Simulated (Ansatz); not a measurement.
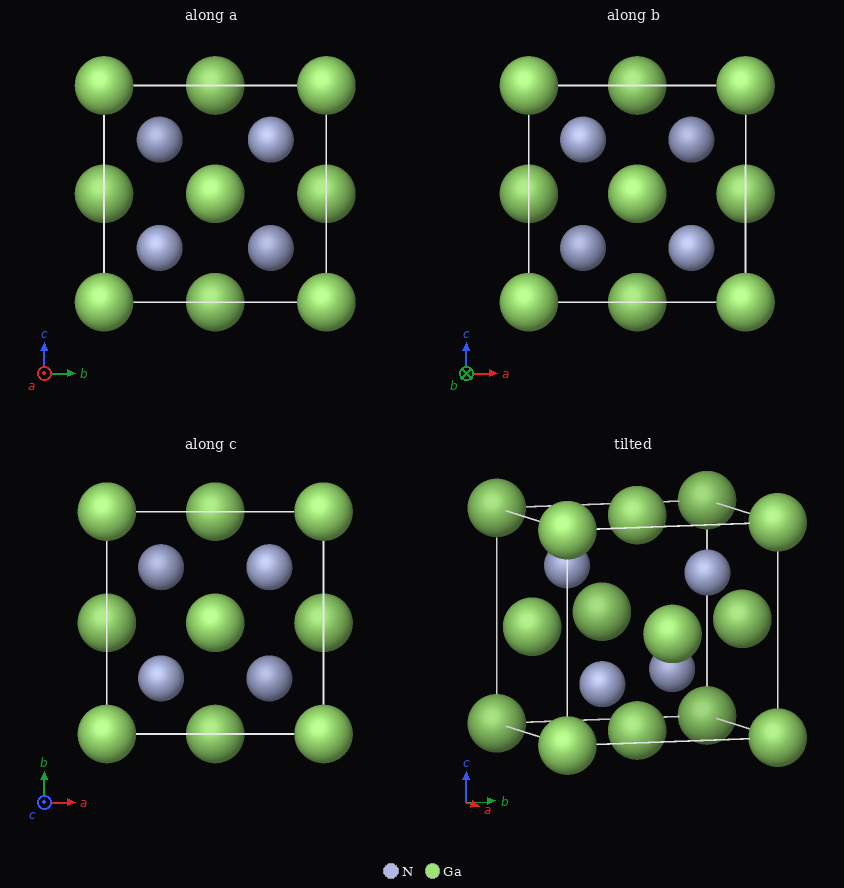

Crystal structure, spheres-only style, seen along the a axis, along the b axis, along the c axis and slightly off an axis. Atoms at the boundary of the drawn cell (a repeat of the simulation cell) (the box) are drawn once for each face, edge or corner they touch.

Lattice parameters: a = 4.4979 Å, b = 4.6171 Å, c = 4.4979 Å, α = 90.000°, β = 90.000°, γ = 90.000°.

Turn the picture into a CIF in P1 with every atom of the cell.

Answer.
```cif
data_structure
_symmetry_space_group_name_H-M 'P 1'
_symmetry_Int_Tables_number 1
_cell_length_a 4.4979
_cell_length_b 4.6171
_cell_length_c 4.4979
_cell_angle_alpha 90.000
_cell_angle_beta 90.000
_cell_angle_gamma 90.000
_cell_volume 93.41
loop_
_atom_site_label
_atom_site_type_symbol
_atom_site_fract_x
_atom_site_fract_y
_atom_site_fract_z
_atom_site_occupancy
N1 N 0.7500 0.7500 0.7500 1
N2 N 0.2500 0.2500 0.7500 1
N3 N 0.7500 0.2500 0.2500 1
Ga1 Ga 0.5000 0.0000 0.5000 1
N4 N 0.2500 0.7500 0.2500 1
Ga2 Ga 0.0000 0.5000 0.5000 1
Ga3 Ga 0.5000 0.5000 0.0000 1
Ga4 Ga 0.0000 0.0000 0.0000 1
```

The initial geometry was a structure type filled with these elements by a generator (whether the compound takes this form wasn't checked). The cell was then strained or its atoms displaced on purpose. Ansatz was used for an electronic-structure calculation on it.

At this level of theory the cell isn't at rest (stretched, at -5 GPa), so its distances can differ from those at equilibrium, the more so the softer the solid.
